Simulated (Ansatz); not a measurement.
# Energy of GdO along an even scaling of the cell

System: GdO (F-43m, 2 atoms in the cell).
Method: Kohn-Sham DFT of a periodic cell, LDA, all-electron LAPW, scalar-relativistic, spin-polarised (Ansatz 0.2.0).

The 7 runs differ only in the geometry, by an even scaling of the cell at fixed fractional positions. The structure derives from an entry of the Crystallography Open Database.

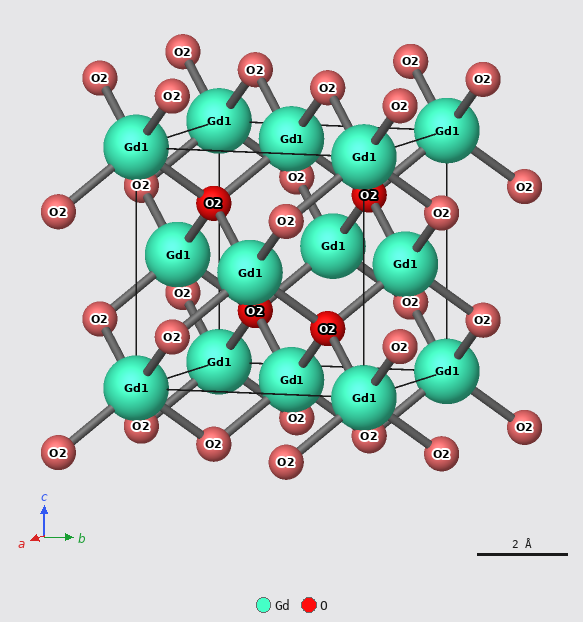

Figure 1. The structure of run 4 (ball-and-stick view of the cell 4 times as large as that of the calculation, set on its symmetry axes, seen slightly off an axis; neighbours outside the cell are drawn fainter; atoms are numbered from 1 in the order of the input). An atom can appear more than once, as a periodic image.

**Input of run 4**
```yaml
crystal:
  lattice:
    - [0.0, 2.7, 2.7]
    - [2.7, 0.0, 2.7]
    - [2.7, 2.7, 0.0]
  atoms:
    - { symbol: Gd, position: [0.0, 0.0, 0.0], spin: 7.0 }
    - { symbol: O, position: [0.75, 0.75, 0.75] }
kpoints:
  mp_grid: { grid: [9, 9, 9] }
scf:
  occupations: { method: fermi_dirac, width: 0.05 }
hamiltonian:
  xc: lda
  pseudopotentials: { kind: all_electron, lapw: { basis_error: 0.001 } }
magnetization:
  spin_polarized: true
output:
  forces: true
  stress: true
  eigenvalues: true
```

Command:
```bash
ansatz run input.yaml --threads 2 --pin off --max-ram 6144MiB --backend cpu --events-out ev --progress --plain --runs-dir out
```

Lattice vectors (Å) and fractional positions of run 4:
```
   0.000000    2.700000    2.700000
   2.700000    0.000000    2.700000
   2.700000    2.700000    0.000000
Gd  0.000000  0.000000  0.000000
O   0.750000  0.750000  0.750000
```

Run 5 differs from it as follows:
```diff
-    - [0.0, 2.7, 2.7]
-    - [2.7, 0.0, 2.7]
-    - [2.7, 2.7, 0.0]
+    - [0.0, 2.7178813158, 2.7178813158]
+    - [2.7178813158, 0.0, 2.7178813158]
+    - [2.7178813158, 2.7178813158, 0.0]
```

**Results, with one run withheld**

```csv
run,volume per atom (Å³),"free energy per atom, from the lowest run given (meV)",pressure (GPa)
1,18.502,0.00,−2.26
2,18.896,8.11,−4.30
3,19.289,20.96,−6.12
4,19.683,38.00,−7.71
5,20.077,?,?
6,20.470,82.61,−10.34
7,20.864,109.44,−11.47
```

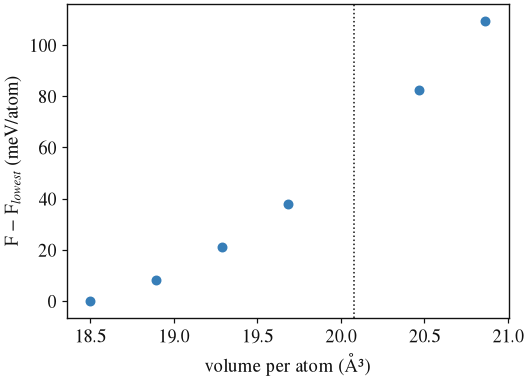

Figure 2. Free energy per atom of the runs given; the dotted line marks run 5.

What should run 5 give?

A cubic polynomial in V^(−2/3) (the Birch–Murnaghan form), fitted to the 6 runs given, misses them by at most 0.01 meV per atom. With x = V^(−2/3) − 0.13762 Å⁻², it reads F = 33.504 − 9782.2 x + 6.4595e+05 x² + 1.8674e+06 x³ (meV per atom). At run 5 it gives 58.72 meV per atom, and the run itself gives 58.70. The slope of the fit gives a pressure −dF/dV of −9.11 GPa there, and the run prints −9.10 GPa. The fit has no minimum inside this range.

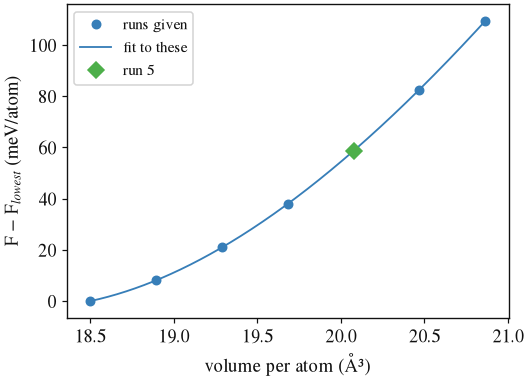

Figure 3. The fit and the withheld run.

**Output, shortened to warnings, some set-up lines, iterations and results (run 5)**
```
Basis set: ecut = 322.893836810039 eV, 531 PW (Γ), exchange–correlation at level 2
Symmetry: 24 space group operations
k-points: 35 of 729 (time reversal used)
Initial density: superposition of atomic densities (chi_scale 0.1, normalization cell, long waves kept (reshape's long-wave potential 0.00 eV rms))
[...]
SCF iter   1: F=—  HF=-308528.967284 eV  |F-HF|=—  |Δ(HF+E_count)|=         —  Δρ=4.24e-2 (↑3.95e-2 ↓4.24e-2)  dr2=4.10e0  dr2_m=1.42e-2  M=7.403 μB ∫|m|=7.403 μB  β_m=0.30  …
SCF iter   2: F=—  HF=-308527.251990 eV  |F-HF|=—  |Δ(HF+E_count)|=    1.72e0  Δρ=2.12e-2 (↑1.81e-2 ↓2.12e-2)  dr2=1.07e0  dr2_m=5.79e-3  M=7.349 μB ∫|m|=7.383 μB  β_m=0.34  …
SCF iter   3: F=—  HF=-308527.175151 eV  |F-HF|=—  |Δ(HF+E_count)|=   7.68e-2  Δρ=1.41e-2 (↑1.20e-2 ↓1.41e-2)  dr2=4.98e-1  dr2_m=2.38e-3  M=7.346 μB ∫|m|=7.392 μB  β_m=0.67  …
SCF iter   4: F=—  HF=-308527.192914 eV  |F-HF|=—  |Δ(HF+E_count)|=         —  Δρ=4.24e-3 (↑3.23e-3 ↓4.24e-3)  dr2=3.03e-2  dr2_m=8.87e-4  M=7.297 μB ∫|m|=7.373 μB  β_m=0.83  …
SCF iter   5: F=—  HF=-308527.229087 eV  |F-HF|=—  |Δ(HF+E_count)|=   3.62e-2  Δρ=1.62e-3 (↑1.62e-3 ↓1.15e-3)  dr2=3.28e-3  dr2_m=9.47e-5  M=7.231 μB ∫|m|=7.315 μB  β_m=0.62  …
[... 8 lines ...]
SCF iter  14: F=—  HF=-308527.207799 eV  |F-HF|=—  |Δ(HF+E_count)|=   4.90e-8  Δρ=4.26e-6 (↑4.26e-6 ↓3.33e-6)  dr2=2.20e-8  dr2_m=2.37e-9  M=7.038 μB ∫|m|=7.141 μB  β_m=0.93  …
SCF iter  15: F=-308527.207799 eV  HF=-308527.207799 eV  |F-HF|=7.04e-9  |Δ(HF+E_count)|=   3.38e-9  Δρ=2.59e-6 (↑2.59e-6 ↓1.82e-6)  dr2=4.84e-9  dr2_m=1.15e-9  M=7.037 μB …
SCF iter  16: F=—  HF=-308527.207815 eV  |F-HF|=—  |Δ(HF+E_count)|=         —  Δρ=2.30e-6 (↑2.20e-6 ↓2.30e-6)  dr2=3.84e-9  dr2_m=1.22e-9  M=7.037 μB ∫|m|=7.140 μB  β_m=0.81  …
SCF iter  17: F=-308527.207815 eV  HF=-308527.207815 eV  |F-HF|=1.99e-8  |Δ(HF+E_count)|=   6.15e-8  Δρ=2.57e-6 (↑1.83e-6 ↓2.57e-6)  dr2=3.62e-9  dr2_m=1.32e-9  M=7.037 μB …
SCF 1 converged in 17 iterations: F = -308527.207815 eV  dr2 = 3.62e-9
SCF converged after 17 iterations
Magnetization: 7.0367 μB (25.5184 up, 18.4816 down)
Absolute magnetization: 7.1402 μB (∫|ρ↑−ρ↓|)
Spin contamination: 0.1016 ħ² per cell (⟨S²⟩ above its minimum at these occupations)
Per-site moments (μB) at R_I (Å): [(6.840655597204684, 1.335202825401227), (-0.04772021239294677, 1.018551403478978)]
Free energy (F): -308527.207815 eV
Harris-Foulkes:  -308527.207815 eV  (|F-HF|=1.99e-8)
Internal energy: -308527.178664 eV  (E = F + TS)
E sigma→0 (E₀):  -308527.193239 eV
Entropy (-TS):   -0.029151 eV (-14.576 meV/atom)
Fermi energy:    13.522765 eV
--- Per-component energies (eV) ---
  E_band       = -4455.274339
  E_kinetic    = 335089.913391
  E_xc         = -6818.430891
  E_electrostatic = -636798.661164  (all electrons and nuclei)
  E_smearing   = -0.029151  (= −TS)
  E_closure    = 0.000000  (closes the sum)
  E_atoms      = -308501.683457  (free atoms, spherical and without spin; not in F)
  Σ components = -308527.207815   (vs F -308527.207815, Δ=0.00e0)
  Basis errors (estimates in eV, not in F): energy 4.3e-4 per atom: plane waves 3.9e-4 (2.3e-4 summed), levels above the bands 2.3e-65, relativity 8.4e-8, radial functions 4.3e-5, core shells 3.4e-9; eigenvalues (radial functions only) 4.7e-6; not estimated: angular momenta, meshes, grids; target …
--- Forces (eV/Å), atoms counted from 1 ---
  atom   1  Gd    -0.00000000     0.00000000     0.00000000
  atom   2  O      0.00000000    -0.00000000     0.00000000
  max |Σ_I F_I| component: 1.67e-16 eV/Å
--- Stress (GPa, compression-positive) ---
       -9.100865      -0.000000       0.000000
       -0.000000      -9.100865      -0.000000
        0.000000      -0.000000      -9.100865
  P = ⅓ Tr σ = -9.1009 GPa (-91.009 kbar)
```

Notes: Points of doubt noted for this run: open f shell may end high.
